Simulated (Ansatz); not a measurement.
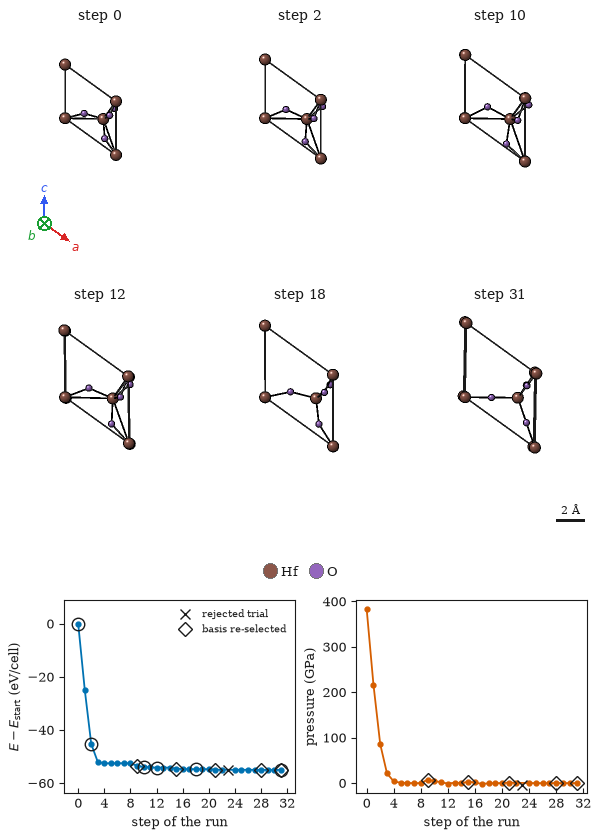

Frames of a relaxation of solid HfO2 (built on the SiO2-122 type type), marked on the history of the run. The picture is a ball-and-stick view of the cell of the calculation, seen along the b axis.

These are results of Ansatz 0.2.0, DFT, PBEsol, plane waves, PAW, not measurements.

The input:
```yaml
crystal:
  lattice:
    - [-2.26135322, 2.26135322, 3.33701843]
    - [2.26135322, -2.26135322, 3.33701843]
    - [2.26135322, 2.26135322, -3.33701843]
  atoms:
    - { symbol: Hf, position: [0.0, 0.0, 0.0] }
    - { symbol: Hf, position: [0.75, 0.25, 0.5] }
    - { symbol: O, position: [0.375, 0.22178613, 0.34678613] }
    - { symbol: O, position: [0.97178613, 0.625, 0.84678613] }
    - { symbol: O, position: [0.77821387, 0.125, 0.15321387] }
    - { symbol: O, position: [0.875, 0.02821387, 0.65321387] }
kpoints:
  mp_grid: { grid: [6, 6, 6] }
hamiltonian:
  xc: pbesol
scf:
  occupations: { method: fermi_dirac, width: 0.03 }
relax:
  f_tol: 0.01
  cell: {}
  max_steps: 120
```

Run as
```bash
ansatz run input.yaml --threads 2 --pin off --max-ram 2211MiB --backend cpu --events-out ev --progress --plain --runs-dir out
```

> What happens along the run?

Over 25 accepted moves (31 points after the start) the energy falls by 55.017 eV per cell of the calculation. The largest force component goes from 24 to under 0.0001 eV/Å. The pressure goes from 383.16 to 0.01 GPa. The line search rejected the trial step at point 23 of the run. The SCF was repeated 5 times at an unchanged geometry on a basis and grid sized afresh for the cell, which shifted the energy by 0.921 eV per cell of the calculation at most. The largest moves relative to the cell, 0.61 Å, are those of O3, O4, O5 and O6. O3 goes along [0 −1 −1]. Hf stays in place. The drawn cell changes as follows: a = b = c 4.622 → 6.332 Å (+37.0 %), α 121.4° → 120.1°, β 121.4° → 120.1°, γ 87.6° → 89.9°; the volume changes by +162.7 %. Some distances before and after: Hf1–Hf2 2.810 → 3.876 Å, Hf1–O3 1.472 → 1.938 Å. Bonds break: Hf1–Hf2 (2.81 → 3.88 Å). Among the angles between lasting bonds that change: Hf1–O3–Hf2 145.4° → 180.0°. The space group (tolerance 0.01 Å) goes from I-42d (No. 122) to I4_1/amd (No. 141). The run took 4.2 min on 2 threads of Arm Neoverse V1, on a shared host, peak memory 0.53 GiB. From step 0 to 2: O atoms move most (0.29 Å), volume +31.3 %, energy −45.296 eV per cell of the calculation. From step 2 to 10: O atoms move most (0.16 Å), volume +24.9 %, energy −8.553 eV per cell of the calculation. From step 10 to 12: O atoms move most (0.22 Å), volume +18.5 %, energy −0.289 eV per cell of the calculation. From step 12 to 18: O atoms move most (0.38 Å), volume +22.0 %, energy −0.595 eV per cell of the calculation. From step 18 to 31: O atoms move most (0.52 Å), volume +10.9 %, energy −0.283 eV per cell of the calculation.

```tsv
step	E − E(0), meV/atom	largest force component, eV/Å	pressure, GPa	volume, Å³/atom	note
0	0.00	23.7326	383.16	11.376	
1	-4126.12	16.9503	217.05	13.077	
2	-7549.40	9.0342	85.85	14.932	
3	-8668.60	2.3127	21.58	15.913	
4	-8755.26	0.1767	3.70	16.301	
5	-8753.59	0.0040	0.84	16.604	
6	-8752.58	0.0244	0.25	16.713	
7	-8750.61	0.0025	-0.13	16.855	
8	-8751.01	0.0019	-0.02	16.832	
9	-8904.49	0.0993	7.56	16.832	same geometry, new basis
10	-8974.96	0.0917	4.71	18.643	
11	-9013.90	0.1466	1.80	20.403	
12	-9023.16	0.1645	-0.98	22.097	
13	-9022.84	0.1347	0.90	22.314	
14	-9023.69	0.0019	0.00	22.262	
16	-9116.47	0.0821	1.38	24.506	
17	-9118.42	0.1959	-1.81	27.238	
18	-9122.32	0.0988	-0.60	26.960	
19	-9122.11	0.0135	-0.03	27.279	
20	-9121.51	0.0006	-0.01	27.422	
21	-9154.61	0.0018	1.15	27.422	same geometry, new basis
22	-9160.41	0.0094	0.68	28.820	
23	-9145.07	0.0083	-3.20	31.013	rejected
24	-9161.56	0.0196	0.07	29.615	
25	-9161.72	0.0054	0.02	29.843	
27	-9161.71	0.0000	0.00	29.864	
28	-9169.31	0.0000	0.08	29.864	same geometry, new basis
29	-9169.38	0.0001	0.00	29.892	
30	-9169.40	0.0001	0.00	29.890	
31	-9169.45	0.0001	0.01	29.890	same geometry, new basis
```
